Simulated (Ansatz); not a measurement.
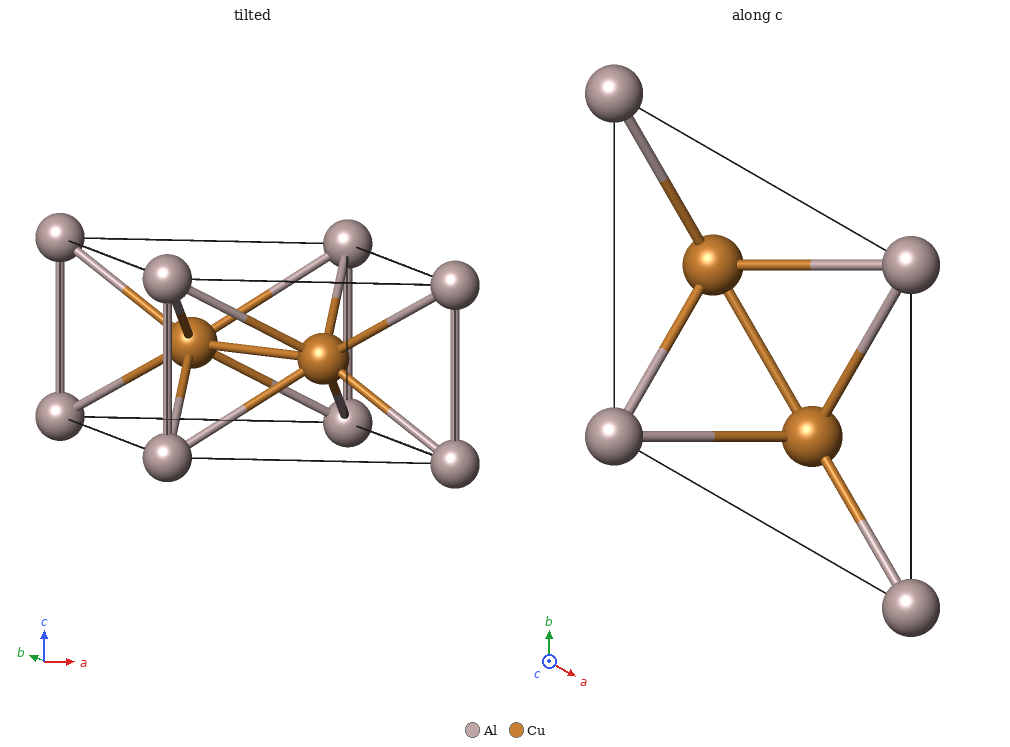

Ball-and-stick drawing of the structure, looking slightly off an axis and along the c axis. The lines enclose the conventional unit cell; boundary atoms appear with their images. Cell: a = 4.17 Å, b = 4.17 Å, c = 2.59 Å, α = 90.00°, β = 90.00°, γ = 120.00°.

Starting structure: a structure type filled with these elements by a generator (whether the compound takes this form wasn't checked). Earlier steps of the study, as a rule a relaxation of our own, may have changed the cell and positions, so they can lie some per cent off the listed ones. It was run through Ansatz as a DFT input.

In words:

Its composition is AlCu2. It belongs to space group P6/mmm (No. 191) and has a primitive hexagonal lattice. It adopts the structure known as AlB₂ type. There are 3 atoms in the cell: 1 Al, 2 Cu. The Al atoms are each bonded to twelve Cu and two Al (about 2.7 Å to Cu, 2.6 Å to Al). Cu is linked to six Al and five Cu (about 2.7 Å to Al, 2.4 to 2.6 Å to Cu). The bonds build a three-dimensional framework.

The calculation used DFT PBE, scalar-relativistic, plane waves, PAW in Ansatz, with a kinetic-energy cutoff of 420 eV, k-points on a 12×12×18 grid, Gaussian smearing of 0.1 eV, no spin polarisation.

Does it come out as a metal, or with a gap?

A metal: bands cross the Fermi level.

List the Bader charges.

Al +0.98 e; Cu -0.49 e.

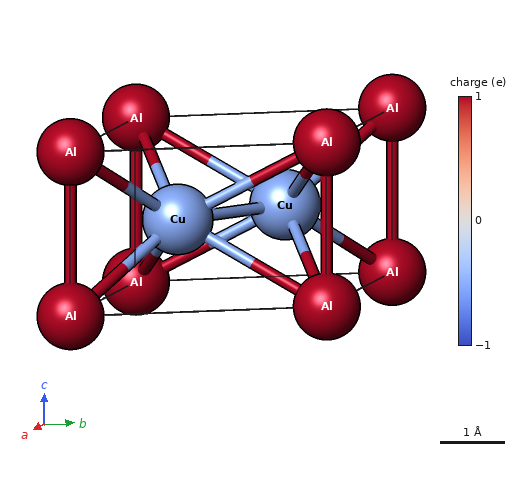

The atoms coloured by those charges. The run's cell of 3 atoms is drawn.

Are forces and stress small enough to call this relaxed?

Yes. All forces vanish to within 0.01 eV/Å. The pressure is 0.0 GPa, close to zero.
